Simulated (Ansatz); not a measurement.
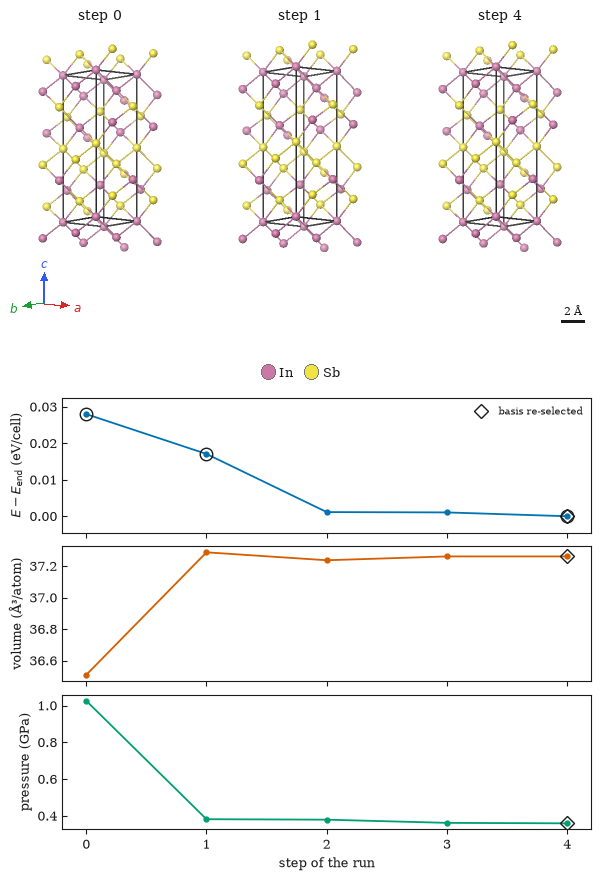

Frames of a relaxation of an interface cell of composition InSb, marked on the history of the run. Style: ball-and-stick. Shown: the cell of the calculation, from a free direction.

Case: antiphase boundary on (0 0 1), species swapped.

All numbers below come from Ansatz 0.2.0, DFT PBE, scalar-relativistic, plane waves, PAW. Settings: plane-wave cutoff 420 eV; k-point mesh 8 × 8 × 3; occupations gaussian; smearing width 0.1 eV; no spin polarisation; cell relaxed at fixed a, b, alpha, beta, gamma; force threshold 0.02 eV/Å; at most 45 steps.

Q: What happens along the run?

A: Over 3 accepted moves (4 points after the start) the energy falls by 28.0 meV per cell of the calculation. The largest force component goes from 0.23 to 0.0066 eV/Å. Pressure: 1.03 GPa at the start and 0.36 GPa at the end. The SCF was repeated once at an unchanged geometry on a basis and grid sized afresh for the cell, which shifted the energy by 1.0 meV per cell of the calculation at most. The largest moves relative to the cell, 0.034 Å, are those of Sb atoms. Largest moves by element: Sb 0.034 Å, In 0.020 Å. The drawn cell changes as follows: a = b unchanged at 4.692 Å, c 13.270 → 13.543 Å (+2.1 %); the volume changes by +2.1 %. Some distances before and after: In–In 2.873 → 2.916 Å, In–Sb 2.873 → 2.901 Å, Sb–Sb 2.873 → 2.887 Å, In–Sb 2.873 → 2.864 Å. Bond angles that change, for instance: In–In–In 109.5° → 107.1°. Cost: 2.8 min on 2 threads of Arm Neoverse V2 (shared host), peak memory 1 GiB. From step 0 to 1: Sb atoms move most (0.06 Å), volume +2.1 %, energy −10.9 meV per cell of the calculation. From step 1 to 4: In atoms move most (0.03 Å), energy −17.1 meV per cell of the calculation.

```tsv
step	E − E(0), meV/atom	largest force component, eV/Å	pressure, GPa	volume, Å³/atom	note
0	0.00	0.2281	1.03	36.509	
1	-1.37	0.2957	0.38	37.288	
2	-3.36	0.0262	0.38	37.237	
3	-3.37	0.0066	0.36	37.261	
4	-3.50	0.0066	0.36	37.261	same geometry, new basis
```
